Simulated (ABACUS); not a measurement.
## Energy of N along an even scaling of the cell

System: N (P6₃/mmc, 2 atoms in the cell).
Method: Kohn-Sham DFT of a periodic cell, PBE, PseudoDojo NC SR 0.4.1 PBE standard, no spin polarisation (ABACUS 3.10.1).

The 7 runs differ only in the geometry, by an even scaling of the cell at fixed fractional positions. The structure derives from a Materials Project entry.

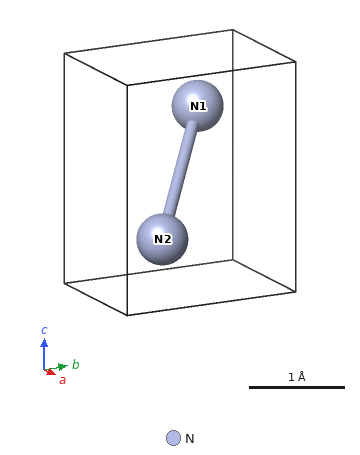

Figure 1. The structure of run 4 (ball-and-stick view of the cell of the calculation, seen slightly off an axis; atoms are numbered from 1 in the order of the input).

**Input of run 4**
```
INPUT_PARAMETERS
suffix              N
calculation         scf
basis_type          pw
pseudo_dir          ./
symmetry            1
dft_functional      pbe
ecutwfc             84
pseudo_rcut         10
nspin               1
nbands              9
ks_solver           dav
smearing_method     fd
smearing_sigma      0.00367493
scf_thr             1e-08
scf_nmax            100
mixing_type         broyden
mixing_beta         0.7
cal_force           1
cal_stress          1
kpar                4
```

**File STRU of run 4**
```
ATOMIC_SPECIES
N 14.0070 N.upf

LATTICE_CONSTANT
1.8897261246

LATTICE_VECTORS
2.5194737886 0.0000000000 0.0000000000
-1.2597368943 2.1819283051 0.0000000000
0.0000000000 0.0000000000 2.4460020000

ATOMIC_POSITIONS
Direct

N
0.0
2
0.3333333333 0.6666666667 0.7500000000 1 1 1
0.6666666667 0.3333333333 0.2500000000 1 1 1
```

**File KPT of run 4**
```
K_POINTS
0
Gamma
12 12 11 0 0 0
```

Command:
```bash
OMP_NUM_THREADS=1 mpirun -np 4 abacus > log
```

Run 3 differs from it as follows:
```diff
-2.5194737886 0.0000000000 0.0000000000
--1.2597368943 2.1819283051 0.0000000000
-0.0000000000 0.0000000000 2.4460020000
+2.5025640590 0.0000000000 0.0000000000
+-1.2512820295 2.1672840497 0.0000000000
+0.0000000000 0.0000000000 2.4295853846
```

**Results, with one run withheld**

| run | volume per atom (Å³) | free energy per atom, from the lowest run given (meV) | pressure (GPa) |
| --- | --- | --- | --- |
| 1 | 6.320 | 59.86 | 26.88 |
| 2 | 6.454 | 39.70 | 21.24 |
| 3 | 6.589 | ? | ? |
| 4 | 6.723 | 12.61 | 11.32 |
| 5 | 6.858 | 4.97 | 6.94 |
| 6 | 6.992 | 0.85 | 2.90 |
| 7 | 7.127 | 0.00 | −0.85 |

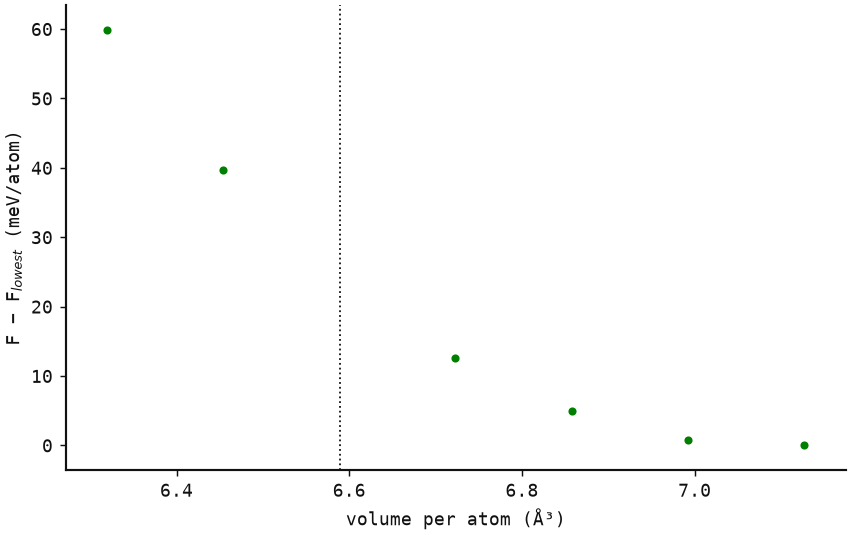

Figure 2. Free energy per atom of the runs given; the dotted line marks run 3.

Estimate the energy of run 3 from the others.

A cubic polynomial in V^(−2/3) (the Birch–Murnaghan form), fitted to the 6 runs given, misses them by at most 0.02 meV per atom. With x = V^(−2/3) − 0.28038 Å⁻², it reads F = 11.727 + 2444.9 x + 1.2559e+05 x² − 1.0214e+05 x³ (meV per atom). At run 3 it gives 24.01 meV per atom, and the run itself gives 24.08. The slope of the fit gives a pressure −dF/dV of 16.05 GPa there, and the run prints 16.06 GPa. The fit has its minimum at 7.098 Å³ per atom, where V d²F/dV² gives 189 GPa. Cell shape and fractional positions are held, so this is the stiffness under even scaling; the relaxed bulk modulus wasn't computed.

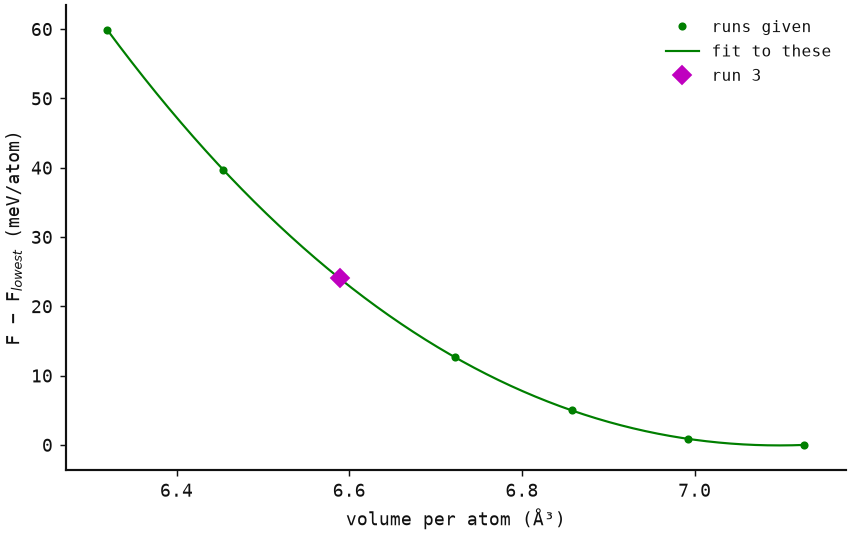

Figure 3. The fit and the withheld run.

**Some lines of the output (run 3)**
```
[...]
                          Volume (Bohr^3) = 88.9262
                             Volume (A^3) = 13.1775
 E_Fermi        0.7724938770         10.5103183971
 E_Fermi        0.7830627980         10.6541159445
 E_Fermi        0.7861461563         10.6960671870
 E_Fermi        0.7860957392         10.6953812266
 E_KS(sigma->0) -40.9544615459       -557.2140355459
 E_Fermi        0.7860152869         10.6942866174
 final etot is -557.21827476 eV
 EFERMI = 10.694286617 eV
 TOTAL-PRESSURE: 160.619404 KBAR
 !FINAL_ETOT_IS -557.2182747561538463 eV
```
